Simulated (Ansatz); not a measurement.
System: Si.

```xyz
2
Lattice="0.0000 0.0000 -2.6407 2.9284 0.0000 0.0000 0.0000 -3.5792 0.0000" Properties=species:S:1:pos:R:3 pbc="T T T"
Si    1.4642   -1.7896   -1.3203
Si    0.0000    0.0000    0.0000
```

Space group Immm; a structure from a database of computed crystals, not necessarily the ambient phase; changed on purpose from its base cell (strain -0.1000 x Voigt [1, -1, 0, 0, 0, 0], atoms carried along).

Theory: DFT LDA, scalar-relativistic, plane waves, PAW (Ansatz 0.2.0).

Question: What can the converged valence pseudo-density and electron localisation function tell about the bonding?

Answer: Si–Si (2.66 Å): ρ is about 0.31 e/Å³ halfway; the ELF peaks at about 0.70 between the atoms.
Si–Si (2.93 Å): ρ at the midpoint is about 0.21 e/Å³; the ELF peaks at about 0.65 in the valence shell of Si, 0.9 Å from its nucleus, and drops to about 0.35 between the two atoms.

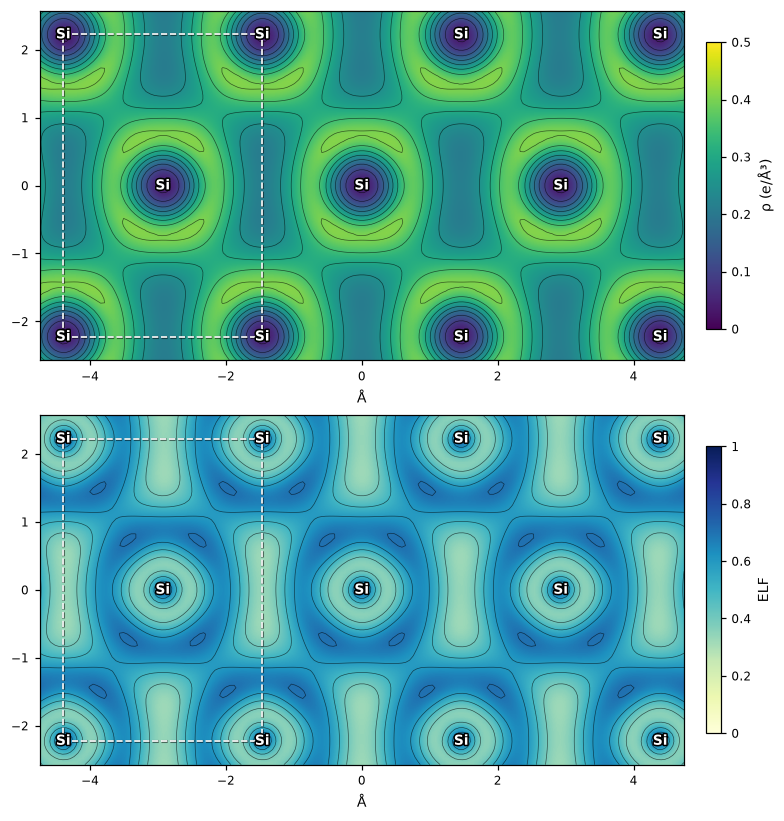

Computed valence pseudo-density and electron localisation function on the (101̄) plane of the conventional cell, in this order. 

The density is the valence pseudo-density of a PAW calculation; it isn't the true density close to the nuclei.
